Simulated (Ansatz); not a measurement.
Geometry relaxation of AlNi (part 2 of 2)

AlNi (Pm-3m, 2 atoms in the cell); DFT PBE+D3(BJ), scalar-relativistic, plane waves, PAW, no spin polarisation (Ansatz 0.2.0); cutoff 420 eV, 14×14×14 k-mesh, Gaussian smearing of 0.1 eV. The structure derives from an entry of the Crystallography Open Database.

Geometry of the input (Å; fractional positions):
```
2.8810  0.0000  0.0000
0.0000  2.8810  0.0000
0.0000  0.0000  2.8810
Al 0.0000  0.0000  0.0000
Ni 0.5000  0.5000  0.5000
```

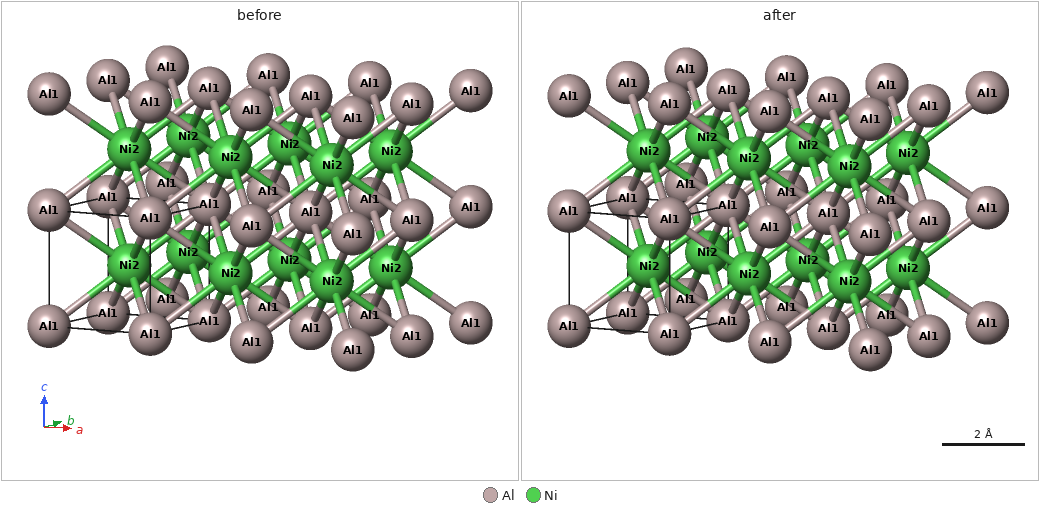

**Figure 1.** Before (left) and after (right) the relaxation, at one scale (ball-and-stick view of the cell of the calculation, repeated 3 × 2 × 2, seen at an oblique angle). After 3 geometry steps the energy has fallen by 3.9 meV per atom. All forces vanish by symmetry, so only the cell relaxes. The pressure goes from −4.04 to −0.01 GPa. No atom moves by more than 0.005 Å relative to the cell. The drawn cell changes as follows: a = b = c 2.881 → 2.857 Å (−0.8 %); the volume changes by −2.4 %. Among the contacts that change: Al1–Ni2 2.495 → 2.475 Å. The space group stays Pm-3m (No. 221). A last SCF at the same geometry on a re-selected plane-wave basis shifts the energy by +0.1 meV per atom. (Atoms are counted from 1 in the order of the input.)

```
basis re-selected at this cell: Δ(F+E_penalty+E_count) = +2.249e-4 eV, ΔP = -0.005 GPa vs the last step (what re-selecting the basis moved, of the pressure what is left beyond the Pulay correction that the steps carried, after the strain that the cell walked since its last selection, with what the two solves' SCF thresholds leave and, on support functions, any second-order correction that the steps lacked; it is no measure of the basis error at this ecutwfc). This SCF's stress stands 5.91e-3 GPa from its target on what of the cell is left free (relax.cell.stress_tol is 5.00e-2 GPa) and its largest allowed force component is 5.54e-30 eV/Å (relax.f_tol is 5.00e-3 eV/Å): within both
SCF converged after 6 iterations
Free energy (F): -6379.423417 eV
Harris-Foulkes:  -6379.423417 eV  (|F-HF|=1.82e-12)
Internal energy: -6379.418309 eV  (E = F + TS)
E sigma→0 (E₀):  -6379.420863 eV
Entropy (-TS):   -0.005108 eV (-2.554 meV/atom)
Fermi energy:    14.384699 eV
--- Per-component energies (eV) ---
  E_band       = -328.813575
  E_kinetic    = 311.996985
  E_local      = -4412.001894  (includes V_loc(G=0)·N_el)
  E_nonlocal   = 647.550788
  E_hartree    = 1899.734619
  E_xc         = -126.729475
  E_vxc        = -141.226422  (∫ρ·V_xc dr)
  E_paw        = -2100.177868  (= ΣΔE_a)
  E_vpaw       = -534.602622  (= ΣTr[D̂ρ^β])
  E_aug_tail   = 0.000391  (compensation charges beyond the density's cutoff)
  E_ewald      = -2598.882631
  E_disp       = -0.909226  (pairwise vdW)
  E_smearing   = -0.005108  (= −TS)
  E_closure    = 0.000000  (closes the sum)
  Σ components = -6379.423417   (vs F -6379.423417, Δ=0.00e0)
--- Forces (eV/Å), atoms counted from 1 ---
  atom   1  Al    -0.00000000    -0.00000000     0.00000000
  atom   2  Ni     0.00000000     0.00000000    -0.00000000
  max |Σ_I F_I| component: 9.96e-30 eV/Å
--- Stress (GPa, compression-positive) ---
       -0.005909      -0.000000      -0.000000
       -0.000000      -0.005909      -0.000000
       -0.000000      -0.000000      -0.005909
  P = ⅓ Tr σ = -0.0059 GPa (-0.059 kbar)
--- Band table (eV; the first three rows and the last of 120) ---
  k-point 0: bands = ["-88.9552", "-49.3568", "-49.3568", "-49.3568", "3.0686", "11.0576", "11.0576", "12.8305", "12.8305", "12.8305", "19.9979", "19.9979", "19.9979", "22.5777", "22.5777"]
  k-point 1: bands = ["-88.9551", "-49.3581", "-49.3567", "-49.3567", "3.1642", "11.0507", "11.0808", "12.7878", "12.7878", "12.8351", "19.0016", "20.1244", "20.1244", "22.5806", "23.4807"]
  k-point 2: bands = ["-88.9549", "-49.3616", "-49.3565", "-49.3565", "3.4498", "11.0053", "11.1465", "12.6728", "12.6728", "12.8479", "17.3854", "20.4915", "20.4915", "22.5893", "24.7771"]
  k-point 119: bands = ["-88.9504", "-49.3776", "-49.3776", "-49.3776", "10.1817", "10.1817", "10.1817", "13.4129", "13.4129", "16.3535", "16.3535", "16.3535", "18.3183", "18.9779", "18.9779"]
--- Relaxed structure (4 steps of the walk, 4 accepted, 1 SCFs on fresh bases) ---
  F+E_penalty+E_count = -6379.42341742 eV   max|allowed force component| = 5.538e-30 eV/Å   (the final SCF, on the basis selected at the relaxed cell)
  cell:  # Å, volume = 23.3305 Å³
    - [2.857423004722646, 6.419766481290787e-34, 6.419766481290786e-35]
    - [-1.9259299443872356e-34, 2.857423004722646, -3.209883240645393e-35]
    - [-6.419766481290786e-35, -3.209883240645393e-35, 2.857423004722646]
  atoms:
    - { symbol: Al, position: [-3.5095911864047606e-34, 3.3424677965863846e-35, -1.6712338982882522e-35] }
    - { symbol: Ni, position: [0.5, 0.5, 0.5] }
```

### Trajectory as extended XYZ (Å, eV, eV/Å), 5 frames, from step=1 to step=5
```
2
Lattice="2.8810 0.0000 0.0000 0.0000 2.8810 0.0000 0.0000 0.0000 2.8810" Properties=species:S:1:pos:R:3:forces:R:3 step=1 energy=-6379.41590 pressure_GPa=-4.04
Al    0.0000    0.0000    0.0000    0.0000   0.0000   0.0000
Ni    1.4405    1.4405    1.4405    0.0000   0.0000   0.0000
2
Lattice="2.8667 0.0000 0.0000 0.0000 2.8667 0.0000 0.0000 0.0000 2.8667" Properties=species:S:1:pos:R:3:forces:R:3 step=2 energy=-6379.42236 pressure_GPa=-1.65
Al    0.0000    0.0000    0.0000    0.0000   0.0000   0.0000
Ni    1.4334    1.4334    1.4334    0.0000   0.0000   0.0000
2
Lattice="2.8570 0.0000 0.0000 0.0000 2.8570 0.0000 0.0000 0.0000 2.8570" Properties=species:S:1:pos:R:3:forces:R:3 step=3 energy=-6379.42364 pressure_GPa=0.07
Al    0.0000    0.0000    0.0000    0.0000   0.0000   0.0000
Ni    1.4285    1.4285    1.4285    0.0000   0.0000   0.0000
2
Lattice="2.8574 0.0000 0.0000 0.0000 2.8574 0.0000 0.0000 0.0000 2.8574" Properties=species:S:1:pos:R:3:forces:R:3 step=4 energy=-6379.42364 pressure_GPa=-0.00
Al    0.0000    0.0000    0.0000    0.0000   0.0000   0.0000
Ni    1.4287    1.4287    1.4287    0.0000   0.0000   0.0000
2
Lattice="2.8574 0.0000 0.0000 0.0000 2.8574 0.0000 0.0000 0.0000 2.8574" Properties=species:S:1:pos:R:3:forces:R:3 step=5 energy=-6379.42342 pressure_GPa=-0.01
Al    0.0000    0.0000    0.0000    0.0000   0.0000   0.0000
Ni    1.4287    1.4287    1.4287    0.0000   0.0000   0.0000
```

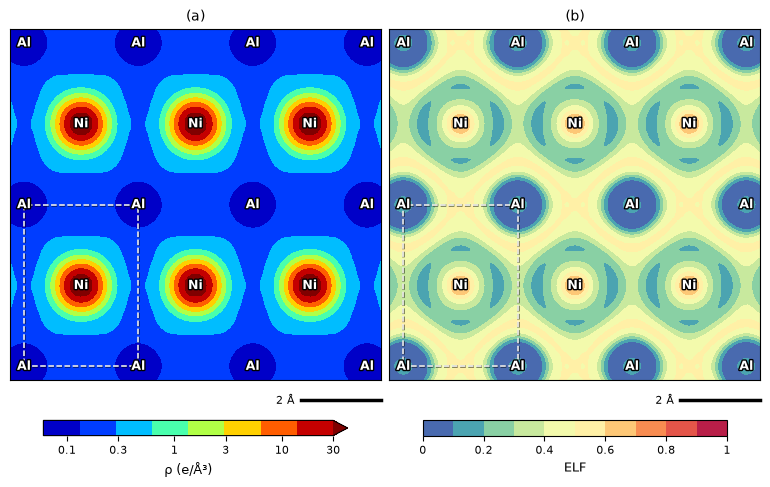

**Figure 2.** (a) valence charge density (pseudo); (b) ELF on the (110) plane of the conventional cell. The section cuts through Al and Ni sites. Al–Ni (2.47 Å): the density is about 0.31 e/Å³ at the midpoint; the ELF is about 0.40 at the midpoint, which marks nearly free electrons, as in a simple metal. Away from the nuclei the density in this plane falls to 0.22 e/Å³ at its lowest. The strong features right at Ni lie inside the PAW spheres (semicore, d or f shells) and say nothing about bonding. In a PAW calculation such maps are meaningful between the atoms, not at the nuclei.

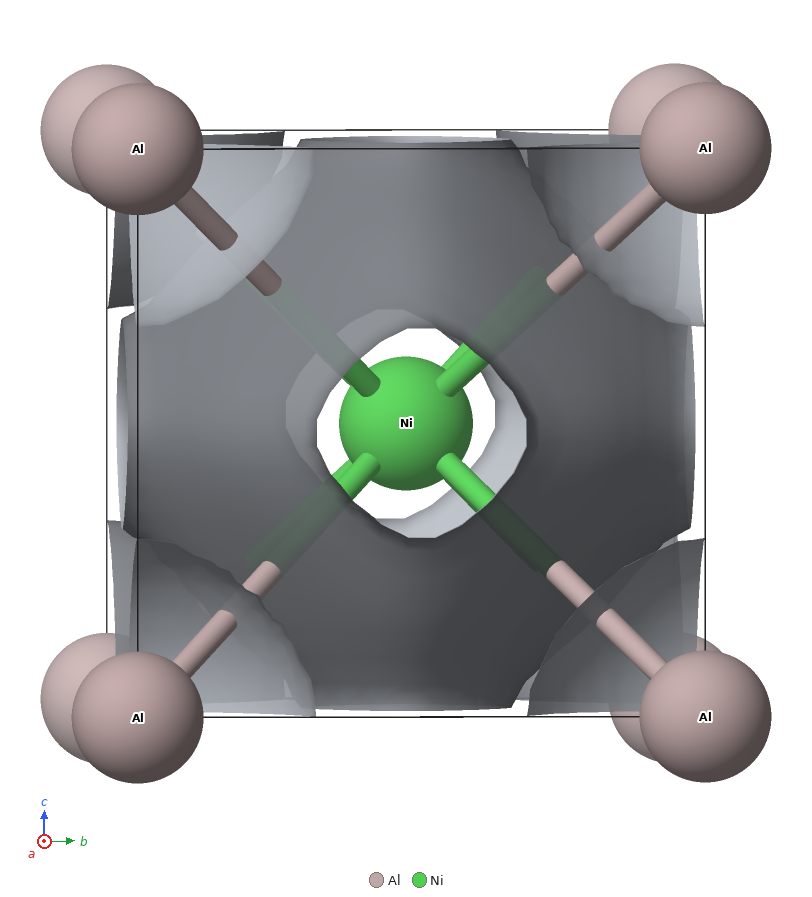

**Figure 3.** Isosurface of the ELF at 0.4 (grey), seen at an oblique angle. Core shells and regions of very low density are left out. Sticks mark near contacts. The outline is the cell set on symmetry axes. Profiles from the grid: Al–Ni (2.47 Å): the ELF is about 0.40 at the midpoint, which marks metallic bonding.

### Key numbers

- outcome: converged
- space group (tolerance 0.01 Å): Pm-3m (221)
- electrons treated: 21
- free energy: −6379.4234 eV
- Fermi energy: 14.385 eV
- gap on the k-point mesh: none (metallic)
- pressure: −0.01 GPa
- final volume: 23.33 Å³
- largest force (length of the vector) at the end: under 0.001 eV/Å
- final cell: a = 2.857 Å, b = 2.857 Å, c = 2.857 Å, α = 90.00°, β = 90.00°, γ = 90.00°
- hardware: 4 threads of Arm Neoverse V2, 24 GiB of memory available, shared host
- wall time: 3.3 s (CPU time 11 s)
- peak memory: 0.33 GiB

### Remarks

The run has no spin polarisation, so a magnetic state may lie lower.
